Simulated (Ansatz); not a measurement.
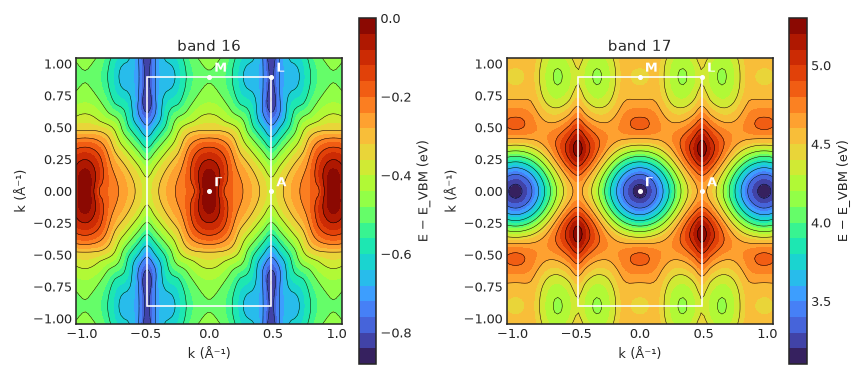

Two bands of MgS in space group P6_3mc over the plane through Γ, A and M: the highest mostly filled and the lowest mostly empty one.

Computed with DFT LDA, scalar-relativistic, plane waves, PAW; levels and slopes on a dense k mesh at the converged density in Ansatz. No spin polarisation. Mesh 30×30×16, interpolated with the band slopes. Cell and positions as given, without relaxation. The cell comes from a database of computed structures, not from a measurement.

**Give both levels and their distance at the named points.**

```csv
point,lower band (eV),upper band (eV),distance (eV)
Γ,0.00,3.15,3.15
A,−0.38,4.65,5.03
M,−0.48,4.48,4.96
L,−0.82,4.40,5.22
```

**Where are the band edges of the whole zone?**

The valence band has one maximum at Γ, principal masses 0.24, 3.23 and 3.23 mₑ; the conduction band has one minimum at Γ, principal masses 0.24, 0.25 and 0.25 mₑ. The gap is direct, 3.15 eV at this level of theory (semilocal functionals give gaps that are too small, and can reorder valleys that lie close).
